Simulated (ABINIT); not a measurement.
# Band-structure run of ScAl₃ (part 4 of 4)

Continued. System: ScAl₃ (Pm-3m, 4 atoms in the cell). Method: Kohn-Sham DFT of a periodic cell, WC, JTH PAW PBE v2.0, no spin polarisation (ABINIT 10.8.3); cutoff 408.17 eV, 7×7×7 k-mesh, fermi-dirac of 0.05 eV. The structure derives from a Materials Project entry.

Geometry of the input (Å; fractional positions):
```
4.0878  0.0000  0.0000
0.0000  4.0878  0.0000
0.0000  0.0000  4.0878
Sc 0.0000  0.0000  0.0000
Al 0.5000  0.5000  0.0000
Al 0.0000  0.5000  0.5000
Al 0.5000  0.0000  0.5000
```

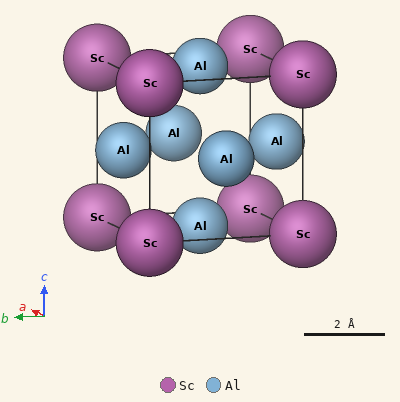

**Figure 1.** The structure as given in the input (spheres-only view of the cell of the calculation, seen at an oblique angle).

What the program printed, continued:
```
 -39.98881  -18.81091  -18.80971  -18.80957    3.42394    3.92032    4.10401    4.91219
   5.89441    5.91029    6.09766   10.01250   11.41473   11.42963   12.83130   12.85741
  12.87095   18.57027   18.76078   19.21988
 kpt#  33, nband= 20, wtk=  1.00000, kpt=  0.3750  0.5000  0.3750 (reduced coord)
 -39.98907  -18.81186  -18.80717  -18.80670    2.72337    3.57515    4.29776    5.34080
   6.00108    6.03306    6.79366   10.54097   11.42783   11.45539   12.75877   12.85740
  12.98928   17.06783   17.57770   17.83446
 kpt#  34, nband= 20, wtk=  1.00000, kpt=  0.3125  0.5000  0.3125 (reduced coord)
 -39.98945  -18.81329  -18.80320  -18.80240    2.10949    3.09040    4.61727    5.64435
   6.15458    6.38364    7.78498   10.93737   11.43442   11.47813   12.62058   12.82703
  13.43901   15.60582   16.55956   16.65161
 kpt#  35, nband= 20, wtk=  1.00000, kpt=  0.2500  0.5000  0.2500 (reduced coord)
 -39.98991  -18.81498  -18.79827  -18.79732    1.59975    2.58446    5.05568    5.95833
   6.37125    6.93222    8.85956   11.03239   11.27657   11.47915   12.35592   12.70702
  14.32672   14.34812   15.75747   15.85424
 kpt#  36, nband= 20, wtk=  1.00000, kpt=  0.1875  0.5000  0.1875 (reduced coord)
 -39.99038  -18.81670  -18.79305  -18.79224    1.20037    2.13775    5.59954    6.30963
   6.64464    7.63921    9.83089   10.92631   11.00791   11.36682   11.79323   12.48571
  13.45145   15.32595   15.34325   15.53285
 kpt#  37, nband= 20, wtk=  1.00000, kpt=  0.1250  0.5000  0.1250 (reduced coord)
 -39.99079  -18.81816  -18.78841  -18.78794    0.91404    1.79515    6.21730    6.67568
   6.95159    8.45529   10.35824   10.45248   10.91600   10.94414   11.18236   12.43490
  13.05405   15.12567   15.39244   15.52424
 kpt#  38, nband= 20, wtk=  1.00000, kpt=  0.0625  0.5000  0.0625 (reduced coord)
 -39.99106  -18.81914  -18.78520  -18.78506    0.74193    1.58128    6.81673    6.98570
   7.22923    9.29447   10.02365   10.07223   10.31728   10.75980   11.01294   12.70215
  12.89723   14.33944   15.65179   15.83635
 kpt#  39, nband= 20, wtk=  1.00000, kpt=  0.0000  0.5000  0.0000 (reduced coord)
 -39.99115  -18.81949  -18.78405  -18.78405    0.68452    1.50869    7.11529    7.11529
   7.35139    9.68237    9.84219    9.84219   10.21567   10.45339   10.97431   12.85319
  12.85319   14.00800   15.72523   16.19433

== END DATASET(S) ==============================================================
================================================================================

 -outvars: echo values of variables after computation  --------
            acell      1.8897261259E+00  1.8897261259E+00  1.8897261259E+00 Bohr
           etotal1    -5.3391858108E+01
            fcart1    -0.0000000000E+00 -0.0000000000E+00 -0.0000000000E+00
                      -0.0000000000E+00 -0.0000000000E+00 -0.0000000000E+00
                      -0.0000000000E+00 -0.0000000000E+00 -0.0000000000E+00
                      -0.0000000000E+00 -0.0000000000E+00 -0.0000000000E+00
            rprim      4.0878065700E+00  0.0000000000E+00  0.0000000000E+00
                       0.0000000000E+00  4.0878065700E+00  0.0000000000E+00
                       0.0000000000E+00  0.0000000000E+00  4.0878065700E+00
           strten1     2.9778327678E-05  2.9778327678E-05  2.9778327678E-05
                       0.0000000000E+00  0.0000000000E+00  0.0000000000E+00
           xangst      0.0000000000E+00  0.0000000000E+00  0.0000000000E+00
                       2.0439032850E+00  2.0439032850E+00  0.0000000000E+00
                       0.0000000000E+00  2.0439032850E+00  2.0439032850E+00
                       2.0439032850E+00  0.0000000000E+00  2.0439032850E+00
             xred      0.0000000000E+00  0.0000000000E+00  0.0000000000E+00
                       5.0000000000E-01  5.0000000000E-01  0.0000000000E+00
                       0.0000000000E+00  5.0000000000E-01  5.0000000000E-01
                       5.0000000000E-01  0.0000000000E+00  5.0000000000E-01
 Calculation completed.
```

Key numbers:

| quantity | value |
| --- | --- |
| outcome | converged |
| space group (tolerance 0.01 Å) | Pm-3m (221) |
| electrons treated | 20 |
| free energy | −1452.8665 eV |
| Fermi energy | 8.739 eV |
| gap on the k-point mesh | none (metallic) |
| pressure | −0.88 GPa |
| largest force (length of the vector) | under 0.001 eV/Å |
| hardware | 1 thread of Intel Xeon (Sapphire Rapids), 16 GiB of memory available, shared host |
| wall time | 31 s |
| peak memory | 0.13 GiB |
